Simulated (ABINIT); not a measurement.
**Run report: MoS2, single-point calculation**

MoS2 (P-3m1, 3 atoms in the cell), computed with Kohn-Sham DFT of a periodic cell, PBE, PseudoDojo NC SR PBE v0.5 stringent, no spin polarisation (ABINIT 10.8.3).

The structure derives from a Materials Project entry.

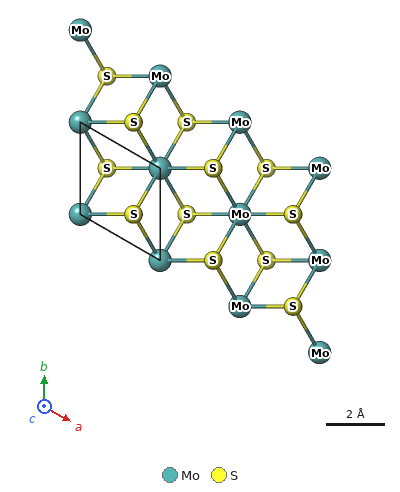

Fig. 1: The structure as given in the input (ball-and-stick view of the cell of the calculation, repeated 3 × 2 × 1, along the c axis). An atom can appear more than once, as a periodic image. Near neighbours in the periodic cell (some may lie outside the picture): Mo has 6 S at 2.42 Å; S has 3 Mo at 2.42 Å.

## Key numbers

```csv
quantity,value
outcome,converged
space group (tolerance 0.01 Å),P-3m1 (164)
electrons treated,26
free energy,−2513.0490 eV
Fermi energy,7.796 eV
gap on the k-point mesh,none (metallic)
pressure,1.14 GPa
largest force (length of the vector),0.292 eV/Å
hardware,"1 thread of Arm Neoverse V1, 24 GiB of memory available, shared host"
wall time,2.3 min
peak memory,0.13 GiB
```

## Input
```
# Pseudopotentials
pp_dirpath "./"
pseudos "Mo.upf, S.upf"

# Structure
acell 3.2274645616 3.2274645615 6.31247342 Angstrom
rprim
     1.0000000000     0.0000000000     0.0000000000
    -0.5000000000     0.8660254038     0.0000000000
     0.0000000000     0.0000000000     1.0000000000
ntypat 2
znucl 42 16
natom 3
typat 1 2 2
xred
     0.0000000000     0.0000000000     0.5000000000
     0.6666666667     0.3333333333     0.7446806800
     0.3333333333     0.6666666667     0.2553193200

# Plane-wave basis
ecut 40.0

# k points
kptopt 1
ngkpt 9 9 4
nshiftk 1
shiftk 0.0 0.0 0.0

# Exchange and correlation
ixc 11

# Bands and occupations
nband 17
occopt 3
tsmear 0.05 eV

# SCF cycle
nstep 100
tolvrs 1.0e-10

# Output
iomode 3
prtwf 0
prtden 0
prteig 0
prtebands 0
enunit 1
```

Launched with:
```bash
abinit run.abi > log 2>&1
```

## What the program printed
```
.Version 10.8.3 of ABINIT
 Symmetries : space group P-3 m 1 (#164); Bravais hP (primitive hexag.)
================================================================================
 Values of the parameters that define the memory need of the present run
     intxc =       0    ionmov =       0      iscf =       7    lmnmax =       6
     lnmax =       6     mgfft =      72  mpssoang =       3    mqgrid =    3397
     natom =       3  nloc_mem =       1    nspden =       1   nspinor =       1
    nsppol =       1      nsym =      12    n1xccc =    2501    ntypat =       2
    occopt =       3   xclevel =       2
       mpw =        4672          nfft =       93312          nkpt =          43
================================================================================
================================================================================

--------------------------------------------------------------------------------
------------- Echo of variables that govern the present computation ------------
--------------------------------------------------------------------------------
 -outvars: echo values of preprocessed input variables --------
            acell      6.0990241025E+00  6.0990241023E+00  1.1928845941E+01 Bohr
              amu      9.59400000E+01  3.20660000E+01
             ecut      4.00000000E+01 Hartree
           enunit           1
              ixc          11
         kptrlatt        9    0    0      0    9    0      0    0    4
          kptrlen      4.77153838E+01
            natom           3
            nband          17
            ngfft          36      36      72
             nkpt          43
            nstep         100
             nsym          12
           ntypat           2
           occopt           3
           prtden           0
        prtebands           0
           prteig           0
            prtwf           0
            rprim      1.0000000000E+00  0.0000000000E+00  0.0000000000E+00
                      -5.0000000000E-01  8.6602540380E-01  0.0000000000E+00
                       0.0000000000E+00  0.0000000000E+00  1.0000000000E+00
          spgroup         164
           tolvrs      1.00000000E-10
           tsmear      1.83746611E-03 Hartree
            typat      1  2  2
           xangst      0.0000000000E+00  0.0000000000E+00  3.1562367100E+00
                       1.6137322808E+00  9.3168876671E-01  4.7007769989E+00
                       3.3332820768E-11  1.8633775334E+00  1.6116964211E+00
            xcart      0.0000000000E+00  0.0000000000E+00  5.9644229704E+00
                       3.0495120513E+00  1.7606366037E+00  8.8831811069E+00
                       6.2989902255E-11  3.5212732073E+00  3.0456648340E+00
             xred      0.0000000000E+00  0.0000000000E+00  5.0000000000E-01
                       6.6666666667E-01  3.3333333333E-01  7.4468068000E-01
                       3.3333333333E-01  6.6666666667E-01  2.5531932000E-01
            znucl       42.00000   16.00000

================================================================================

 chkinp: Checking input parameters for consistency.

================================================================================
== DATASET  1 ==================================================================

--- !DatasetInfo
iteration_state: {dtset: 1, }
dimensions: {natom: 3, nkpt: 43, mband: 17, nsppol: 1, nspinor: 1, nspden: 1, mpw: 4672, }
cutoff_energies: {ecut:  40.0, pawecutdg:  -1.0, }
electrons: {nelect:   2.60000000E+01, charge:   0.00000000E+00, occopt:   3.00000000E+00, tsmear:   1.83746611E-03, }
meta: {optdriver: 0, ionmov: 0, optcell: 0, iscf: 7, paral_kgb: 0, }
...

 Exchange-correlation functional for the present dataset will be:
  GGA: Perdew-Burke-Ernzerhof functional - ixc=11
  J.P.Perdew, K.Burke, M.Ernzerhof, PRL 77, 3865 (1996)

 Real(R)+Recip(G) space primitive vectors, cartesian coordinates (Bohr,Bohr^-1):
 R(1)=  6.0990241  0.0000000  0.0000000  G(1)=  0.1639607  0.0946627  0.0000000
 R(2)= -3.0495121  5.2819098  0.0000000  G(2)=  0.0000000  0.1893255  0.0000000
 R(3)=  0.0000000  0.0000000 11.9288459  G(3)=  0.0000000  0.0000000  0.0838304
 Unit cell volume ucvol=  3.8428175E+02 bohr^3
 Angles (23,13,12)=  9.00000000E+01  9.00000000E+01  1.20000000E+02 degrees

 getcut: wavevector=  0.0000  0.0000  0.0000  ngfft=  36  36  72
         ecut(hartree)=     40.000   => boxcut(ratio)=   2.07323

--- Pseudopotential description ------------------------------------------------
- pspini: atom type   1  psp file is ./Mo.upf
12 -101130 2 -1 1640                          pspcod,pspxc,lmax,lloc,mmax
     nproj     2     2     2

- pspini: atom type   2  psp file is ./S.upf
12 -101130 2 -1 1148                          pspcod,pspxc,lmax,lloc,mmax
     nproj     2     2     2

   8.85053502E+02                                ecore*ucvol(ha*bohr**3)
--------------------------------------------------------------------------------

================================================================================

--- !BeginCycle
iteration_state: {dtset: 1, }
solver: {iscf: 7, nstep: 100, nline: 4, wfoptalg: 0, }
tolerances: {tolvrs: 1.00E-10, }
...

     iter   Etot(hartree)      deltaE(h)  residm     vres2
 ETOT  1  -92.027348484564    -9.203E+01 9.294E-02 2.349E+03
 ETOT  2  -90.357811962725     1.670E+00 1.352E-01 2.382E+04
 ETOT  3  -92.349138103613    -1.991E+00 2.241E-02 4.509E+01
 ETOT  4  -92.352101687652    -2.964E-03 6.062E-03 4.551E+00
 ETOT  5  -92.352811155848    -7.095E-04 1.926E-03 5.307E-01
 ETOT  6  -92.352837557993    -2.640E-05 1.756E-03 1.577E-01
 ETOT  7  -92.352847237640    -9.680E-06 4.468E-03 9.327E-03
 ETOT  8  -92.352847642610    -4.050E-07 2.350E-03 3.141E-04
 ETOT  9  -92.352847657850    -1.524E-08 2.331E-03 3.135E-06
 ETOT 10  -92.352847657979    -1.294E-10 9.098E-04 8.403E-08
 ETOT 11  -92.352847657982    -2.814E-12 3.560E-04 1.913E-09
 ETOT 12  -92.352847657980     2.075E-12 1.589E-04 8.676E-11

 At SCF step   12       vres2   =  8.68E-11 < tolvrs=  1.00E-10 =>converged.

 Cartesian components of stress tensor (hartree/bohr^3)
  sigma(1 1)= -6.16841683E-06  sigma(3 2)=  0.00000000E+00
  sigma(2 2)= -6.16841667E-06  sigma(3 1)=  0.00000000E+00
  sigma(3 3)= -1.04258788E-04  sigma(2 1)= -1.07104094E-13

--- !ResultsGS
iteration_state: {dtset: 1, }
comment   : Summary of ground state results
lattice_vectors:
- [  6.0990241,   0.0000000,   0.0000000, ]
- [ -3.0495121,   5.2819098,   0.0000000, ]
- [  0.0000000,   0.0000000,  11.9288459, ]
lattice_lengths: [   6.09902,    6.09902,   11.92885, ]
lattice_angles: [ 90.000,  90.000, 120.000, ] # degrees, (23, 13, 12)
lattice_volume:   3.8428175E+02
convergence: {deltae:  2.075E-12, res2:  8.676E-11, residm:  1.589E-04, diffor: null, }
etotal    :  -9.23528477E+01
entropy   :   0.00000000E+00
fermie    :   2.86483699E-01
cartesian_stress_tensor: # hartree/bohr^3
- [ -6.16841683E-06,  -1.07104094E-13,   0.00000000E+00, ]
- [ -1.07104094E-13,  -6.16841667E-06,   0.00000000E+00, ]
- [  0.00000000E+00,   0.00000000E+00,  -1.04258788E-04, ]
pressure_GPa:   1.1435E+00
xred      :
- [  0.0000E+00,   0.0000E+00,   5.0000E-01, Mo]
- [  6.6667E-01,   3.3333E-01,   7.4468E-01,  S]
- [  3.3333E-01,   6.6667E-01,   2.5532E-01,  S]
cartesian_forces: # hartree/bohr
- [  7.35813134E-30,  -4.20573692E-28,  -0.00000000E+00, ]
- [  2.94325254E-29,   5.35275608E-28,   5.68805020E-03, ]
- [ -3.67906567E-29,  -1.14701916E-28,  -5.68805020E-03, ]
force_length_stats: {min:   4.20638054E-28, max:   5.68805020E-03, mean:   3.79203347E-03, }
...

 Integrated electronic density in atomic spheres:
 ------------------------------------------------
 Atom  Sphere_radius  Integrated_density
    1        2.00000         10.49188884
    2        2.00000          3.92306080
    3        2.00000          3.92306080
================================================================================

 ----iterations are completed or convergence reached----

 Mean square residual over all n,k,spin=   27.873E-08; max=  15.891E-05
 reduced coordinates (array xred) for    3 atoms
       0.000000000000      0.000000000000      0.500000000000
       0.666666666667      0.333333333333      0.744680680000
       0.333333333333      0.666666666667      0.255319320000
 rms dE/dt=  3.1986E-02; max dE/dt=  6.7852E-02; dE/dt below (all hartree)
    1       0.000000000000      0.000000000000      0.000000000000
    2      -0.000000000000     -0.000000000000     -0.067851874587
    3       0.000000000000     -0.000000000000      0.067851874587

 cartesian coordinates (angstrom) at end:
    1      0.00000000000000     0.00000000000000     3.15623671000000
    2      1.61373228081667     0.93168876670774     4.70077699888753
    3      0.00000000003333     1.86337753341549     1.61169642111247

 cartesian forces (hartree/bohr) at end:
    1      0.00000000000000    -0.00000000000000    -0.00000000000000
    2      0.00000000000000     0.00000000000000     0.00568805020396
    3     -0.00000000000000    -0.00000000000000    -0.00568805020396
 frms,max,avg= 2.6813726E-03 5.6880502E-03   0.000E+00  0.000E+00  0.000E+00 h/b

 cartesian forces (eV/Angstrom) at end:
    1      0.00000000000000    -0.00000000000000    -0.00000000000000
    2      0.00000000000000     0.00000000000000     0.29249130159513
    3     -0.00000000000000    -0.00000000000000    -0.29249130159513
 frms,max,avg= 1.3788172E-01 2.9249130E-01   0.000E+00  0.000E+00  0.000E+00 e/A
 length scales=  6.099024102497  6.099024102308 11.928845940872 bohr
              =  3.227464561600  3.227464561500  6.312473420000 angstroms
 Fermi (or HOMO) energy (eV) =   7.79562   Average Vxc (eV)= -10.56896
 Eigenvalues (   eV  ) for nkpt=  43  k points:
 kpt#   1, nband= 17, wtk=  0.00309, kpt=  0.0000  0.0000  0.0000 (reduced coord)
 -54.00387  -28.03149  -28.00432  -28.00432   -7.03870   -5.59881    1.14094    3.76492
   3.76492    5.96323    6.74618    6.84931    6.84931    7.47258    7.47258   10.98127
  10.98127
 prteigrs : prtvol=0 or 1, do not print more k-points.

--- !EnergyTerms
iteration_state     : {dtset: 1, }
comment             : Components of total free energy in Hartree
kinetic             :  2.99716529336244E+01
hartree             :  2.89232476742537E+01
xc                  : -1.65899977896513E+01
Ewald energy        : -5.70820386250769E+01
psp_core            :  2.30313695702814E+00
local_psp           : -9.14862016953553E+01
non_local_psp       :  1.16076788360074E+01
internal            : -9.23525217091699E+01
'-kT*entropy'       : -3.25948810214418E-04
total_energy        : -9.23528476579801E+01
total_energy_eV     : -2.51304900853754E+03
band_energy         : -8.82839136374568E+00
...

 Cartesian components of stress tensor (hartree/bohr^3)
  sigma(1 1)= -6.16841683E-06  sigma(3 2)=  0.00000000E+00
  sigma(2 2)= -6.16841667E-06  sigma(3 1)=  0.00000000E+00
  sigma(3 3)= -1.04258788E-04  sigma(2 1)= -1.07104094E-13

-Cartesian components of stress tensor (GPa)         [Pressure=  1.1435E+00 GPa]
- sigma(1 1)= -1.81481089E-01  sigma(3 2)=  0.00000000E+00
- sigma(2 2)= -1.81481084E-01  sigma(3 1)=  0.00000000E+00
- sigma(3 3)= -3.06739944E+00  sigma(2 1)= -3.15111124E-09

== END DATASET(S) ==============================================================
================================================================================

 -outvars: echo values of variables after computation  --------
            acell      6.0990241025E+00  6.0990241023E+00  1.1928845941E+01 Bohr
           etotal     -9.2352847658E+01
            fcart      7.3581313390E-30 -4.2057369183E-28 -0.0000000000E+00
                       2.9432525356E-29  5.3527560778E-28  5.6880502040E-03
                      -3.6790656695E-29 -1.1470191595E-28 -5.6880502040E-03
            rprim      1.0000000000E+00  0.0000000000E+00  0.0000000000E+00
                      -5.0000000000E-01  8.6602540380E-01  0.0000000000E+00
                       0.0000000000E+00  0.0000000000E+00  1.0000000000E+00
           strten     -6.1684168265E-06 -6.1684166707E-06 -1.0425878793E-04
                       0.0000000000E+00  0.0000000000E+00 -1.0710409417E-13
           xangst      0.0000000000E+00  0.0000000000E+00  3.1562367100E+00
                       1.6137322808E+00  9.3168876671E-01  4.7007769989E+00
                       3.3332820768E-11  1.8633775334E+00  1.6116964211E+00
             xred      0.0000000000E+00  0.0000000000E+00  5.0000000000E-01
                       6.6666666667E-01  3.3333333333E-01  7.4468068000E-01
                       3.3333333333E-01  6.6666666667E-01  2.5531932000E-01
 Calculation completed.
```

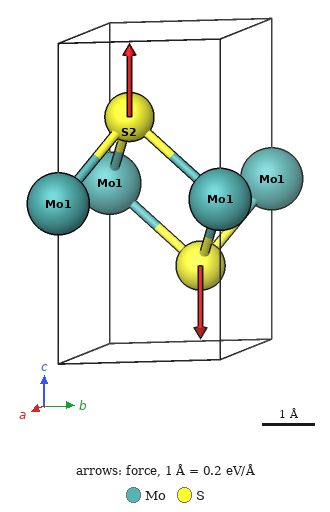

Fig. 2: Forces on the atoms as red arrows (ball-and-stick view of the cell of the calculation, seen slightly off an axis; atoms are numbered from 1 in the order of the input). The largest act on S2, S3 (0.29 eV/Å). The geometry is not a stationary point of this energy.
